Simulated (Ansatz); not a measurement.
Cr$_{2}$O$_{3}$

```
Cr O
1.0
     4.95800    0.00000    0.00000
    -2.47900    4.29375    0.00000
     0.00000    0.00000   13.59000
Cr O
12 18
Direct
  0.33333 0.66667 0.26847
  0.00000 0.00000 0.60180
  0.66667 0.33333 0.93513
  0.33333 0.66667 0.06487
  0.00000 0.00000 0.39820
  0.66667 0.33333 0.73153
  0.66667 0.33333 0.23153
  0.33333 0.66667 0.56487
  0.00000 0.00000 0.89820
  0.00000 0.00000 0.10180
  0.66667 0.33333 0.43513
  0.33333 0.66667 0.76847
  0.65273 0.66667 0.16667
  0.31940 0.00000 0.50000
  0.98607 0.33333 0.83333
  0.33333 0.98607 0.16667
  0.00000 0.31940 0.50000
  0.66667 0.65273 0.83333
  0.01393 0.34727 0.16667
  0.68060 0.68060 0.50000
  0.34727 0.01393 0.83333
  0.68060 0.00000 0.00000
  0.34727 0.33333 0.33333
  0.01393 0.66667 0.66667
  0.00000 0.68060 0.00000
  0.66667 0.01393 0.33333
  0.33333 0.34727 0.66667
  0.31940 0.31940 0.00000
  0.98607 0.65273 0.33333
  0.65273 0.98607 0.66667
```

Space group R-3c; not relaxed (largest force 1.2 eV/Å); computed pressure about 3 GPa in this cell; spin-polarised.

These are results of Ansatz, DFT, PBE, PAW, plane waves, scalar-relativistic, not measurements.

The density is the valence pseudo-density of a PAW calculation; it isn't the true density close to the nuclei.

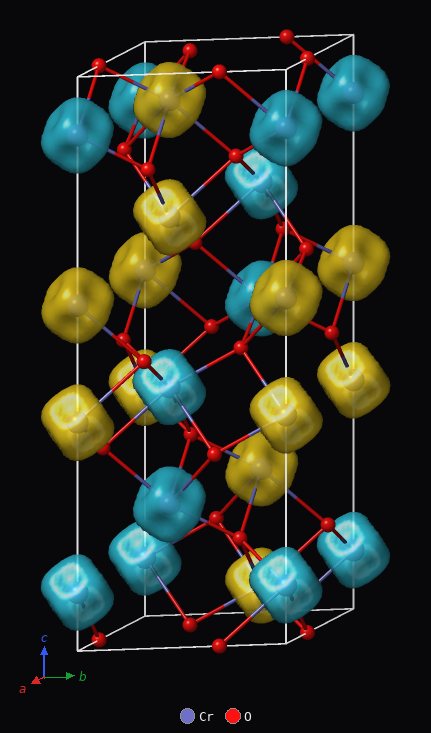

Figure 1. Isosurfaces of the spin density (up minus down) at +0.3 (yellow) and −0.3 e/Å³ (cyan), seen slightly off an axis. Sticks mark near contacts.

### Where is the spin, and how is it ordered?

The spin density sits on Cr: +2.2 μB (×6) and −2.2 μB (×6) in one cell of 30 atoms: antiferromagnetic in this solution, which needn't be the ground state, with nearest magnetic neighbours parallel and the sign changing further off. The cell of the calculation (10 atoms) carries 0.0 μB of net spin moment.

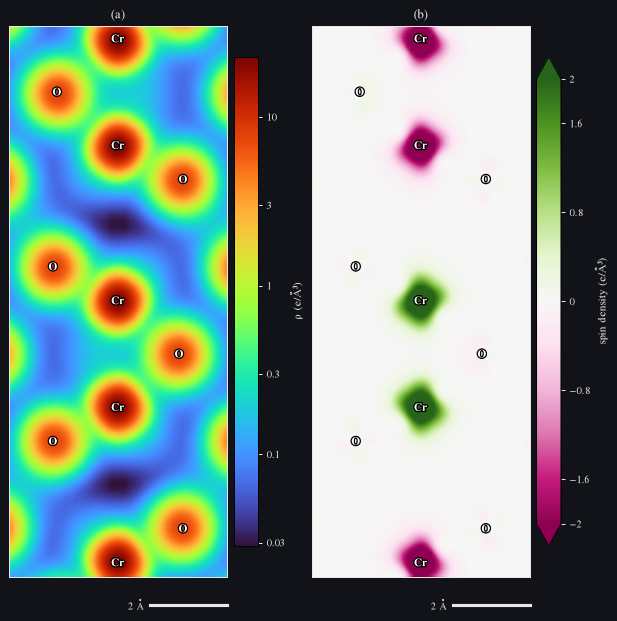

Figure 2. (a) valence charge density (pseudo); (b) magnetisation density (up minus down) on the (100) plane of the cell of the magnetic structure.

### What does the map show?

- Atoms in the plane: Cr and O.
- Cr–O (1.90 Å): the density is about 0.75 e/Å³ at the midpoint.
- Cr–O (2.10 Å): ρ at the midpoint is about 0.46 e/Å³.
- Between the atoms the lowest density in this plane is 0.03 e/Å³.

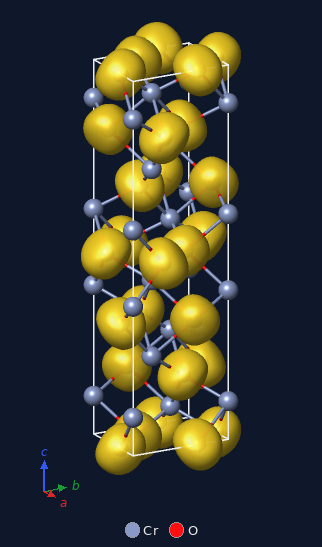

Figure 3. Isosurface of the electron localisation function at 0.6 (yellow), seen slightly off an axis. Core shells and regions of very low density are left out. Sticks mark near contacts.

### What do the ELF domains correspond to?

The ELF exceeds this value in 18 regions wrapped around O (the valence shell of each), counted in one cell of 30 atoms. Regions shared between cells count once. Profiles from the grid: Cr–O (1.90 Å): the ELF peaks at about 0.85 in the valence shell of O, 0.6 Å from its nucleus, and is about 0.20 at the midpoint: no localised pair shows between them. Cr–O (2.10 Å): the ELF peaks at about 0.85 in the valence shell of O, 0.7 Å from its nucleus, and is about 0.15 at the midpoint; no shared electron pair shows on this line.

### Metal or insulator at this level of theory?

It is gapped, with a Kohn–Sham gap of 0.80 eV on the k-point mesh, an upper bound to the gap of this method.
